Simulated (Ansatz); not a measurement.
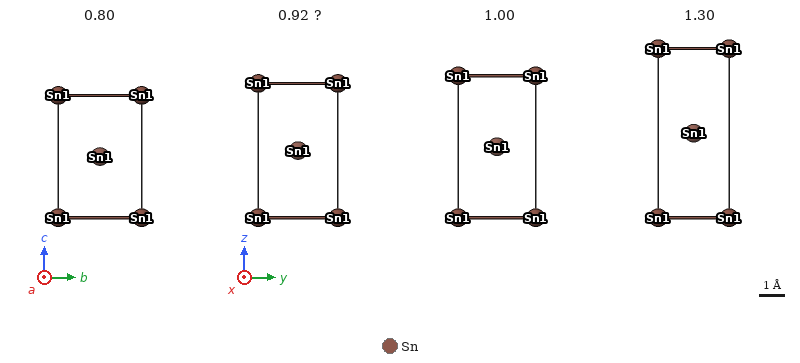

Energy scan for solid Sn (I4/mmm), in which the ratio of the cell's length along z to its lengths across, counted as 1 for the reference, is changed at fixed volume (a c/a path), with the atoms kept at their fractional coordinates. x, y and z are the Cartesian axes of the input. A ball-and-stick model of the conventional cell (2 times the calculation's cell), seen along the a axis. Lengths and directions refer to the drawn axes.

All numbers below come from DFT r2SCAN, scalar-relativistic, plane waves, PAW (Ansatz). Settings: plane-wave cutoff 500 eV; k-point mesh 24 × 24 × 24; occupations methfessel paxton; smearing width 0.1 eV; no spin polarisation. Energies (free energies at the smearing named) are counted from the cell as listed in its source, which wasn't relaxed.

| axial ratio over its reference value | ΔE (meV/atom) |
| --- | --- |
| 0.80 | −9.2 |
| 0.85 | −9.7 |
| 0.92 | ? |
| 0.96 | −4.3 |
| 1.00 | 0.0 |
| 1.05 | 8.9 |
| 1.10 | 22.6 |
| 1.20 | 67.3 |
| 1.30 | 138.5 |

> One row is withheld. What is its energy?

A straight line between the two neighbours gives −6.3 meV/atom. A cubic through the four nearest rows (0.80, 0.85, 0.96, 1.00) gives, with Lagrange weights, (−0.1400)(−9.2) + (0.4655)(−9.7) + (0.9545)(−4.3) + (−0.2800)(0.0) = −7.3 meV/atom. The calculation gives −7.0 meV/atom, so the cubic is 0.3 meV/atom too low and the straight line 0.7 meV/atom too high, as the curve bends upwards here.

The whole profile:

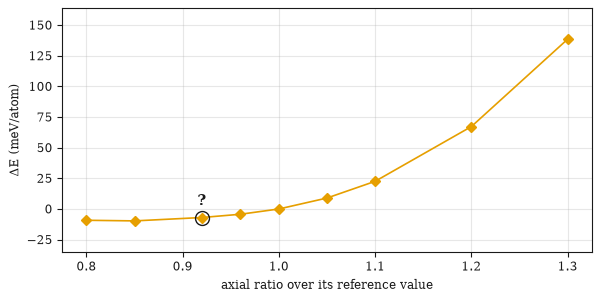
